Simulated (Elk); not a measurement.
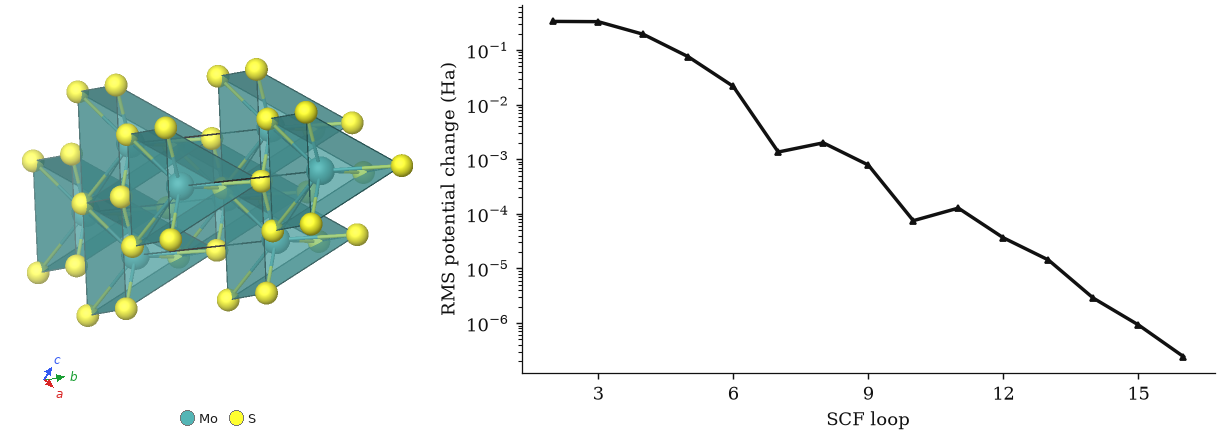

Beside the plot: the structure.

Figure. SCF loops of a calculation: RMS potential change. MoS$_{2}$ (P1, 3 atoms in the cell; equal xy, yz and zx shear strains of −3 %); Elk, DFT, PBE, all-electron APW+lo, Dirac cores, scalar-relativistic bands; R·Gmax 8, smearing of 0.054 eV, 12×12×12 k-mesh. The target for the potential change is 10⁻⁶ Ha, and the program also tests an averaged energy change.

It was still iterating, at step 16, when the time limit ended it. The potential change is still falling at the last step (down to 2.4 × 10⁻⁷). The potential change starts near 0.3 and ends near 2 × 10⁻⁷ Ha.
